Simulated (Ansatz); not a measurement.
# BN: geometry relaxation (part 1 of 3)

System: BN (P6₃/mmc, 4 atoms in the cell).
Method: DFT PBE, scalar-relativistic, plane waves, PAW, no spin polarisation (Ansatz 0.2.0).

The structure derives from a Materials Project entry. The run did not end well. It belongs to a series of runs on one base structure; here: relaxed at -1 GPa. Figures and captions count atoms from 1; the log counts them from 0 in places.

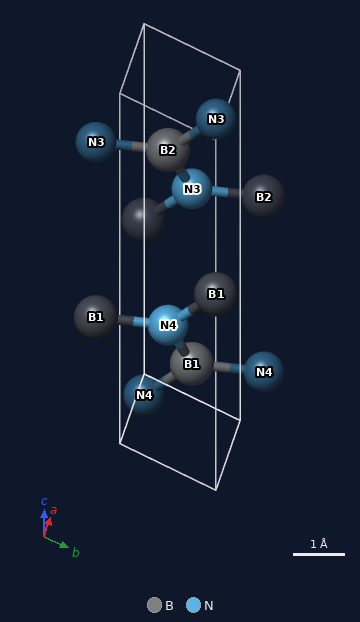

Figure 1. The starting structure (ball-and-stick view of the cell of the calculation, seen at an oblique angle; neighbours outside the cell are drawn fainter; atoms are numbered from 1 in the order of the input). An atom can appear more than once, as a periodic image.

**The input**
```yaml
crystal:
  lattice:
    - [2.5204683364, 0.0, 0.0]
    - [-1.2602341682, 2.1827896088, 0.0]
    - [0.0, 0.0, 8.3706860863]
  atoms:
    - { symbol: B, position: [0.3333333333, 0.6666666667, 0.25] }
    - { symbol: B, position: [0.6666666667, 0.3333333333, 0.75] }
    - { symbol: "N", position: [0.3333333333, 0.6666666667, 0.75] }
    - { symbol: "N", position: [0.6666666667, 0.3333333333, 0.25] }
basis:
  ecutwfc: 420
kpoints:
  mp_grid: { grid: [12, 12, 4] }
hamiltonian:
  xc: pbe
scf:
  occupations: { method: gaussian, width: 0.02 }
output:
  forces: true
  stress: true
  eigenvalues: true
relax:
  adjacent_minimum: "off"
  f_tol: 0.008
  max_steps: 50
  cell: { stress_tol: 0.08, p_target: -1.0 }
```

Run on 1 thread of AMD EPYC (Zen 5), 32 GiB of memory available, shared host.

Run as:
```bash
ansatz run input.yaml --threads 1 --pin off --max-ram 2560MiB --backend cpu --events-out ev --progress --plain --runs-dir out
```

**What the program printed**
```
Engine: ansatz 0.2.0, x86_64-unknown-linux-gnu
Pseudopotentials: kind: paw
Pseudopotential: B, paw, valence charge 3, recommended cutoff 420 eV (normal), B.paw.azcp
Pseudopotential: N, paw, valence charge 5, recommended cutoff 420 eV (normal), N.paw.azcp
Functional definition: PBE
  parameter kappa = 0.804
  parameter beta = 0.06672455060314922
  exchange = pbe_x(kappa = kappa, mu = beta*pi^2/3)
  correlation = pbe_c(beta = beta)
Crystal: 4 atoms, lattice volume = 46.053 Å³
Basis set: ecut = 420 eV, 909 PW (Γ), exchange–correlation on 36×36×120 points (8 copies of the dense FFT grid, shifted against one another)
Bands: 12, of which v1, the nominal top of the filled ones, is band 8 counted from 1 (7 counted from 0)
Symmetry: 24 space group operations
Space group: P63/mmc (ITA 194), of the structure as read, at distance tolerance 3.6e-5 Å
k-points: 57 of 576
Non-local potential: B, projectors of the file, l = 0: 2, l = 1: 2, l = 2: 1
Non-local potential: N, projectors of the file, l = 0: 2, l = 1: 2, l = 2: 1
PAW form: soft (Blöchl's): semilocal exchange-correlation on the pseudo side does not see the compensation charge
PAW one-centre angular grid: B, 110 points (default); XC on 64 Gauss nodes
PAW one-centre angular grid: N, 110 points (default); XC on 64 Gauss nodes
Initial density: superposition of atomic densities (neutral atoms: chi_scale 0, normalization atom), corrected by the library's trained network
Initial wavefunctions: pseudopotential atomic-orbital guess
Functional: x = pbe(κ = 0.804, μ = 0.2195149727645171), c = pbe(β = 0.06672455060314922)
SCF iter   1: F=—  HF=-1084.857003 eV  |F-HF|=—  |Δ(HF+E_count)|=         —  Δρ=4.05e-3  dr2=2.74e-3  ethr=1.77e-3  ⟨swp⟩=6.6  Hψ=4319  notcnv=0
preconditioner: auto → none  [insulator: Δε(μ)=4.361 eV  Ē_g=15.262 eV  σ=0.020 eV  W_gap=1.00  n_scr=6 (ndim 8)  ℏωp=21.9 eV  f_vac=0.235  D(μ)=0.00/eV (n_scr^D=0)  ε∞_Penn≈3.1]
SCF iter   2: F=—  HF=-1084.858000 eV  |F-HF|=—  |Δ(HF+E_count)|=   9.97e-4  Δρ=1.69e-3  dr2=4.26e-4  ethr=1.71e-5  ⟨swp⟩=2.6  Hψ=1781  notcnv=0
SCF iter   3: F=—  HF=-1084.858328 eV  |F-HF|=—  |Δ(HF+E_count)|=   3.29e-4  Δρ=8.20e-4  dr2=7.43e-5  ethr=2.66e-6  ⟨swp⟩=2.0  Hψ=1196  notcnv=0
SCF iter   4: F=—  HF=-1084.858485 eV  |F-HF|=—  |Δ(HF+E_count)|=   1.56e-4  Δρ=7.28e-5  dr2=9.61e-7  ethr=4.64e-7  ⟨swp⟩=2.1  Hψ=1294  notcnv=0
iter 5 did not close the SCF: its close was put off for the readings that it lacked (scf_convergence_deferred on its scf_iter line)
SCF iter   5: F=-1084.858488 eV  HF=-1084.858488 eV  |F-HF|=4.78e-8  |Δ(HF+E_count)|=   3.36e-6  Δρ=9.53e-6  dr2=2.72e-8  ethr=6.01e-9  ⟨swp⟩=2.1  Hψ=1097  notcnv=0
SCF iter   6: F=-1084.858488 eV  HF=-1084.858488 eV  |F-HF|=2.49e-10  |Δ(HF+E_count)|=   5.85e-8  Δρ=1.67e-6  dr2=9.95e-10  ethr=1.70e-10  ⟨swp⟩=2.2  Hψ=2478  notcnv=0
SCF 1 converged in 6 iterations: F = -1084.858488 eV  dr2 = 9.95e-10
  greatest PAW one-centre occupation: 0.795 electrons in one spin orbital (limit 2), on the N atom at site 3 (counted from 0), in its partial waves of l = 0
relax step   1: F+E_penalty+E_count = -1084.85848813 eV  Δ(F+E_penalty+E_count) = +0.000e0 eV  max|allowed force component| = 4.452e-16 eV/Å  Δτ_max = 0.0000 Å  P = -1.824 GPa  Ω = 46.053 Å³  (6 SCF iters, dr2 threshold 1.00e-7 eV, accepted)
Crystal: 4 atoms, lattice volume = 46.995 Å³
Basis set: ecut = 420 eV, 923 PW (Γ), exchange–correlation on 36×36×120 points (8 copies of the dense FFT grid, shifted against one another)
Initial density: handed on by an earlier stage of this run
Initial wavefunctions: those handed on with the density
iter 1 solved again at ethr=2.14e-5 eV; its pass at ethr=3.10e-3 eV (dr2=3.43e-3 eV) is discarded
SCF iter   1: F=—  HF=-1084.856990 eV  |F-HF|=—  |Δ(HF+E_count)|=         —  Δρ=2.05e-3  dr2=3.39e-3  ethr=2.14e-5  ⟨swp⟩=2.0  Hψ=5590  notcnv=0
preconditioner: auto → none  [insulator: Δε(μ)=4.294 eV  Ē_g=15.228 eV  σ=0.020 eV  W_gap=1.00  n_scr=6 (ndim 8)  ℏωp=21.7 eV  f_vac=0.250  D(μ)=0.00/eV (n_scr^D=0)  ε∞_Penn≈3.0]
SCF iter   2: F=—  HF=-1084.856348 eV  |F-HF|=—  |Δ(HF+E_count)|=   6.42e-4  Δρ=1.24e-3  dr2=5.18e-4  ethr=2.12e-5  ⟨swp⟩=2.6  Hψ=1311  notcnv=0
SCF iter   3: F=—  HF=-1084.856364 eV  |F-HF|=—  |Δ(HF+E_count)|=   1.68e-5  Δρ=4.45e-4  dr2=9.49e-5  ethr=3.23e-6  ⟨swp⟩=2.1  Hψ=1272  notcnv=0
SCF iter   4: F=—  HF=-1084.856382 eV  |F-HF|=—  |Δ(HF+E_count)|=   1.80e-5  Δρ=1.13e-4  dr2=2.76e-6  ethr=5.93e-7  ⟨swp⟩=2.8  Hψ=1252  notcnv=0
SCF iter   5: F=-1084.856386 eV  HF=-1084.856386 eV  |F-HF|=1.79e-9  |Δ(HF+E_count)|=   3.02e-6  Δρ=1.02e-5  dr2=2.96e-8  ethr=2.50e-9  ⟨swp⟩=6.8  Hψ=3650  notcnv=0
SCF 2 converged in 5 iterations: F = -1084.856386 eV  dr2 = 2.96e-8
relax step   2: F+E_penalty+E_count = -1084.85638550 eV  Δ(F+E_penalty+E_count) = +2.103e-3 eV  max|allowed force component| = 5.944e-16 eV/Å  Δτ_max = 0.0000 Å  P = -1.201 GPa  Ω = 46.995 Å³  energy of the carried Pulay correction = -3.109e-3 eV  (5 SCF iters, dr2 threshold 4.00e-7 eV, accepted)
[... from here on the SCF iterations and repeated set-up lines of each step are left out, up to the last step ...]
SCF 3 converged in 6 iterations: F = -1084.841403 eV  dr2 = 3.96e-9
relax step   3: F+E_penalty+E_count = -1084.84140344 eV  Δ(F+E_penalty+E_count) = +1.498e-2 eV  max|allowed force component| = 1.333e-15 eV/Å  Δτ_max = 0.0000 Å  P = -0.866 GPa  Ω = 49.109 Å³  energy of the carried Pulay correction = -9.842e-3 eV  (6 SCF iters, dr2 threshold 4.00e-7 eV, accepted)
SCF 4 converged in 5 iterations: F = -1084.844267 eV  dr2 = 1.51e-9
relax step   4: F+E_penalty+E_count = -1084.84426674 eV  Δ(F+E_penalty+E_count) = -2.863e-3 eV  max|allowed force component| = 5.944e-16 eV/Å  Δτ_max = 0.0000 Å  P = -0.972 GPa  Ω = 48.817 Å³  energy of the carried Pulay correction = -8.921e-3 eV  (5 SCF iters, dr2 threshold 1.72e-7 eV, accepted)
SCF 5 converged in 6 iterations: F = -1084.860616 eV  dr2 = 6.69e-13
relax step   5: F+E_penalty+E_count = -1084.86061573 eV  Δ(F+E_penalty+E_count) = -1.635e-2 eV  max|allowed force component| = 5.921e-16 eV/Å  Δτ_max = 0.0000 Å  P = -0.535 GPa  Ω = 48.817 Å³  stress off target by 9.55e-1 GPa  SCF on the basis re-selected at this cell (its energy is not comparable with the rows above)  (6 SCF iters)
SCF 6 converged in 5 iterations: F = -1084.852761 eV  dr2 = 5.22e-8
relax step   6: F+E_penalty+E_count = -1084.85276058 eV  Δ(F+E_penalty+E_count) = +7.855e-3 eV  max|allowed force component| = 7.413e-16 eV/Å  Δτ_max = 0.0000 Å  P = -0.675 GPa  Ω = 50.529 Å³  energy of the carried Pulay correction = -5.949e-3 eV  (5 SCF iters, dr2 threshold 4.00e-7 eV, accepted)
SCF 7 converged in 6 iterations: F = -1084.834161 eV  dr2 = 2.87e-9
relax step   7: F+E_penalty+E_count = -1084.83416057 eV  Δ(F+E_penalty+E_count) = +1.860e-2 eV  max|allowed force component| = 3.342e-16 eV/Å  Δτ_max = 0.0000 Å  P = -0.973 GPa  Ω = 52.795 Å³  energy of the carried Pulay correction = -1.602e-2 eV  (6 SCF iters, dr2 threshold 4.00e-7 eV, accepted)
SCF 8 converged in 6 iterations: F = -1084.831229 eV  dr2 = 1.33e-11
relax step   8: F+E_penalty+E_count = -1084.83122902 eV  Δ(F+E_penalty+E_count) = +2.932e-3 eV  max|allowed force component| = 1.804e-16 eV/Å  Δτ_max = 0.0000 Å  P = -1.009 GPa  Ω = 53.056 Å³  energy of the carried Pulay correction = -1.736e-2 eV  (6 SCF iters, accepted)
SCF 9 converged in 6 iterations: F = -1084.858759 eV  dr2 = 5.79e-12
relax step   9: F+E_penalty+E_count = -1084.85875943 eV  Δ(F+E_penalty+E_count) = -2.753e-2 eV  max|allowed force component| = 1.492e-16 eV/Å  Δτ_max = 0.0000 Å  P = -0.734 GPa  Ω = 53.056 Å³  stress off target by 9.32e-1 GPa  SCF on the basis re-selected at this cell (its energy is not comparable with the rows above)  (6 SCF iters)
SCF 10 converged in 5 iterations: F = -1084.848309 eV  dr2 = 6.46e-8
relax step  10: F+E_penalty+E_count = -1084.84830908 eV  Δ(F+E_penalty+E_count) = +1.045e-2 eV  max|allowed force component| = 4.476e-16 eV/Å  Δτ_max = 0.0000 Å  P = -0.765 GPa  Ω = 55.345 Å³  energy of the carried Pulay correction = -7.535e-3 eV  (5 SCF iters, dr2 threshold 4.00e-7 eV, accepted)
SCF 11 converged in 5 iterations: F = -1084.829833 eV  dr2 = 6.53e-8
relax step  11: F+E_penalty+E_count = -1084.82983307 eV  Δ(F+E_penalty+E_count) = +1.848e-2 eV  max|allowed force component| = 5.933e-16 eV/Å  Δτ_max = 0.0000 Å  P = -0.963 GPa  Ω = 57.598 Å³  energy of the carried Pulay correction = -1.715e-2 eV  (5 SCF iters, dr2 threshold 4.00e-7 eV, accepted)
SCF 12 converged in 6 iterations: F = -1084.826276 eV  dr2 = 1.82e-11
relax step  12: F+E_penalty+E_count = -1084.82627605 eV  Δ(F+E_penalty+E_count) = +3.557e-3 eV  max|allowed force component| = 5.008e-16 eV/Å  Δτ_max = 0.0000 Å  P = -1.004 GPa  Ω = 57.922 Å³  energy of the carried Pulay correction = -1.874e-2 eV  (6 SCF iters, accepted)
SCF 13 converged in 6 iterations: F = -1084.856728 eV  dr2 = 2.97e-12
relax step  13: F+E_penalty+E_count = -1084.85672805 eV  Δ(F+E_penalty+E_count) = -3.045e-2 eV  max|allowed force component| = 4.452e-16 eV/Å  Δτ_max = 0.0000 Å  P = -0.731 GPa  Ω = 57.922 Å³  stress off target by 9.43e-1 GPa  SCF on the basis re-selected at this cell (its energy is not comparable with the rows above)  (6 SCF iters)
SCF 14 converged in 7 iterations: F = -1084.847553 eV  dr2 = 1.38e-11
relax step  14: F+E_penalty+E_count = -1084.84755296 eV  Δ(F+E_penalty+E_count) = +9.175e-3 eV  max|allowed force component| = 1.073e-15 eV/Å  Δτ_max = 0.0000 Å  P = -0.897 GPa  Ω = 60.216 Å³  energy of the carried Pulay correction = -5.877e-3 eV  (7 SCF iters, dr2 threshold 4.00e-7 eV, accepted)
SCF 15 converged in 7 iterations: F = -1084.831865 eV  dr2 = 1.27e-11
relax step  15: F+E_penalty+E_count = -1084.83186518 eV  Δ(F+E_penalty+E_count) = +1.569e-2 eV  max|allowed force component| = 1.558e-15 eV/Å  Δτ_max = 0.0000 Å  P = -1.084 GPa  Ω = 62.490 Å³  energy of the carried Pulay correction = -1.153e-2 eV  (7 SCF iters, dr2 threshold 4.00e-7 eV, accepted)
SCF 16 converged in 5 iterations: F = -1084.832847 eV  dr2 = 2.39e-10
relax step  16: F+E_penalty+E_count = -1084.83284668 eV  Δ(F+E_penalty+E_count) = -9.815e-4 eV  max|allowed force component| = 4.325e-16 eV/Å  Δτ_max = 0.0000 Å  P = -1.024 GPa  Ω = 62.378 Å³  energy of the carried Pulay correction = -1.127e-2 eV  (5 SCF iters, dr2 threshold 3.19e-8 eV, accepted)
SCF 17 converged in 7 iterations: F = -1084.855784 eV  dr2 = 1.74e-13
relax step  17: F+E_penalty+E_count = -1084.85578363 eV  Δ(F+E_penalty+E_count) = -2.294e-2 eV  max|allowed force component| = 4.210e-16 eV/Å  Δτ_max = 0.0000 Å  P = -0.557 GPa  Ω = 62.378 Å³  stress off target by 9.68e-1 GPa  SCF on the basis re-selected at this cell (its energy is not comparable with the rows above)  (7 SCF iters)
SCF 18 converged in 5 iterations: F = -1084.847692 eV  dr2 = 5.09e-8
relax step  18: F+E_penalty+E_count = -1084.84769171 eV  Δ(F+E_penalty+E_count) = +8.092e-3 eV  max|allowed force component| = 4.452e-16 eV/Å  Δτ_max = 0.0000 Å  P = -0.827 GPa  Ω = 64.647 Å³  energy of the carried Pulay correction = -5.414e-3 eV  (5 SCF iters, dr2 threshold 4.00e-7 eV, accepted)
SCF 19 converged in 5 iterations: F = -1084.834809 eV  dr2 = 3.79e-8
relax step  19: F+E_penalty+E_count = -1084.83480896 eV  Δ(F+E_penalty+E_count) = +1.288e-2 eV  max|allowed force component| = 5.701e-16 eV/Å  Δτ_max = 0.0000 Å  P = -0.976 GPa  Ω = 66.865 Å³  energy of the carried Pulay correction = -1.059e-2 eV  (5 SCF iters, dr2 threshold 4.00e-7 eV, accepted)
SCF 20 converged in 5 iterations: F = -1084.827652 eV  dr2 = 6.32e-9
relax step  20: F+E_penalty+E_count = -1084.82765246 eV  Δ(F+E_penalty+E_count) = +7.156e-3 eV  max|allowed force component| = 2.995e-16 eV/Å  Δτ_max = 0.0000 Å  P = -1.026 GPa  Ω = 67.751 Å³  energy of the carried Pulay correction = -1.262e-2 eV  (5 SCF iters, dr2 threshold 8.96e-8 eV, accepted)
SCF 21 converged in 6 iterations: F = -1084.829370 eV  dr2 = 1.16e-11
relax step  21: F+E_penalty+E_count = -1084.82936966 eV  Δ(F+E_penalty+E_count) = -1.717e-3 eV  max|allowed force component| = 2.984e-16 eV/Å  Δτ_max = 0.0000 Å  P = -1.000 GPa  Ω = 67.553 Å³  energy of the carried Pulay correction = -1.217e-2 eV  (6 SCF iters, accepted)
SCF 22 converged in 6 iterations: F = -1084.854975 eV  dr2 = 5.48e-12
relax step  22: F+E_penalty+E_count = -1084.85497477 eV  Δ(F+E_penalty+E_count) = -2.561e-2 eV  max|allowed force component| = 4.556e-17 eV/Å  Δτ_max = 0.0000 Å  P = -0.524 GPa  Ω = 67.553 Å³  stress off target by 9.83e-1 GPa  SCF on the basis re-selected at this cell (its energy is not comparable with the rows above)  (6 SCF iters)
SCF 23 converged in 7 iterations: F = -1084.847908 eV  dr2 = 1.54e-11
relax step  23: F+E_penalty+E_count = -1084.84790813 eV  Δ(F+E_penalty+E_count) = +7.067e-3 eV  max|allowed force component| = 9.564e-16 eV/Å  Δτ_max = 0.0000 Å  P = -0.709 GPa  Ω = 69.814 Å³  energy of the carried Pulay correction = -4.983e-3 eV  (7 SCF iters, dr2 threshold 4.00e-7 eV, accepted)
SCF 24 converged in 7 iterations: F = -1084.836145 eV  dr2 = 1.12e-11
relax step  24: F+E_penalty+E_count = -1084.83614502 eV  Δ(F+E_penalty+E_count) = +1.176e-2 eV  max|allowed force component| = 2.752e-16 eV/Å  Δτ_max = 0.0000 Å  P = -0.922 GPa  Ω = 72.124 Å³  energy of the carried Pulay correction = -9.946e-3 eV  (7 SCF iters, dr2 threshold 4.00e-7 eV, accepted)
SCF 25 converged in 6 iterations: F = -1084.822160 eV  dr2 = 7.02e-10
relax step  25: F+E_penalty+E_count = -1084.82215966 eV  Δ(F+E_penalty+E_count) = +1.399e-2 eV  max|allowed force component| = 5.956e-16 eV/Å  Δτ_max = 0.0000 Å  P = -1.079 GPa  Ω = 73.955 Å³  energy of the carried Pulay correction = -1.380e-2 eV  (6 SCF iters, dr2 threshold 2.56e-7 eV, accepted)
SCF 26 converged in 5 iterations: F = -1084.826356 eV  dr2 = 9.61e-10
relax step  26: F+E_penalty+E_count = -1084.82635602 eV  Δ(F+E_penalty+E_count) = -4.196e-3 eV  max|allowed force component| = 8.674e-16 eV/Å  Δτ_max = 0.0000 Å  P = -1.008 GPa  Ω = 73.470 Å³  energy of the carried Pulay correction = -1.279e-2 eV  (5 SCF iters, dr2 threshold 3.19e-8 eV, accepted)
SCF 27 converged in 6 iterations: F = -1084.854467 eV  dr2 = 2.30e-12
relax step  27: F+E_penalty+E_count = -1084.85446661 eV  Δ(F+E_penalty+E_count) = -2.811e-2 eV  max|allowed force component| = 1.036e-15 eV/Å  Δτ_max = 0.0000 Å  P = -0.533 GPa  Ω = 73.470 Å³  stress off target by 9.93e-1 GPa  SCF on the basis re-selected at this cell (its energy is not comparable with the rows above)  (6 SCF iters)
SCF 28 converged in 7 iterations: F = -1084.848113 eV  dr2 = 1.19e-11
relax step  28: F+E_penalty+E_count = -1084.84811319 eV  Δ(F+E_penalty+E_count) = +6.353e-3 eV  max|allowed force component| = 8.153e-16 eV/Å  Δτ_max = 0.0000 Å  P = -0.628 GPa  Ω = 75.740 Å³  energy of the carried Pulay correction = -5.176e-3 eV  (7 SCF iters, dr2 threshold 4.00e-7 eV, accepted)
SCF 29 converged in 6 iterations: F = -1084.837976 eV  dr2 = 8.68e-10
relax step  29: F+E_penalty+E_count = -1084.83797625 eV  Δ(F+E_penalty+E_count) = +1.014e-2 eV  max|allowed force component| = 4.441e-16 eV/Å  Δτ_max = 0.0000 Å  P = -0.775 GPa  Ω = 78.026 Å³  energy of the carried Pulay correction = -1.149e-2 eV  (6 SCF iters, dr2 threshold 4.00e-7 eV, accepted)
SCF 30 converged in 6 iterations: F = -1084.822520 eV  dr2 = 5.68e-10
relax step  30: F+E_penalty+E_count = -1084.82251987 eV  Δ(F+E_penalty+E_count) = +1.546e-2 eV  max|allowed force component| = 3.354e-16 eV/Å  Δτ_max = 0.0000 Å  P = -0.889 GPa  Ω = 80.339 Å³  energy of the carried Pulay correction = -1.920e-2 eV  (6 SCF iters, dr2 threshold 4.00e-7 eV, accepted)
SCF 31 converged in 6 iterations: F = -1084.803520 eV  dr2 = 4.75e-10
relax step  31: F+E_penalty+E_count = -1084.80352035 eV  Δ(F+E_penalty+E_count) = +1.900e-2 eV  max|allowed force component| = 1.532e-15 eV/Å  Δτ_max = 0.0000 Å  P = -1.028 GPa  Ω = 82.331 Å³  energy of the carried Pulay correction = -2.705e-2 eV  (6 SCF iters, dr2 threshold 2.08e-7 eV, accepted)
SCF 32 converged in 6 iterations: F = -1084.808863 eV  dr2 = 9.14e-12
relax step  32: F+E_penalty+E_count = -1084.80886275 eV  Δ(F+E_penalty+E_count) = -5.342e-3 eV  max|allowed force component| = 1.778e-15 eV/Å  Δτ_max = 0.0000 Å  P = -0.994 GPa  Ω = 81.831 Å³  energy of the carried Pulay correction = -2.497e-2 eV  (6 SCF iters, dr2 threshold 2.38e-8 eV, accepted)
SCF 33 converged in 6 iterations: F = -1084.853666 eV  dr2 = 3.72e-12
```
